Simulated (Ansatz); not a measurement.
System YN (space group Fm-3m, No. 225); source of the atomic positions: coordinates from a relaxation with DFT, PBE, PAW with Ansatz's default frozen-core files, scalar-relativistic (Ansatz 0.2.0); the starting structure was generated, so it need not be a known form of this composition.

```
CELL_PARAMETERS angstrom
4.90536 0.00000 0.00000
0.00000 4.90536 0.00000
0.00000 0.00000 4.90536
ATOMIC_POSITIONS crystal
Y 0.00000 0.00000 0.00000
N 0.50000 0.00000 0.00000
Y 0.00000 0.50000 0.50000
N 0.50000 0.50000 0.50000
Y 0.50000 0.00000 0.50000
N 0.00000 0.00000 0.50000
Y 0.50000 0.50000 0.00000
N 0.00000 0.50000 0.00000
```

Describe how the polyhedra about Y are linked (bonds: N–Y below 2.8 Å).

Y: YN6 octahedron, sharing corners with six neighbours and edges with twelve neighbours.

They form a three-dimensional framework of corner- and edge-sharing octahedra.

Centre to centre across a shared corner: 4.91 Å; across a shared edge: 3.47 Å.

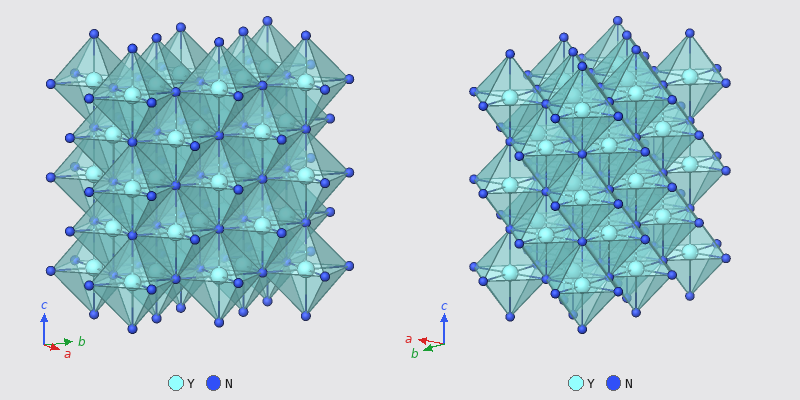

Polyhedra are drawn about Y (bonds: N–Y below 2.8 Å); other atoms are plain spheres. Two views of the same piece.
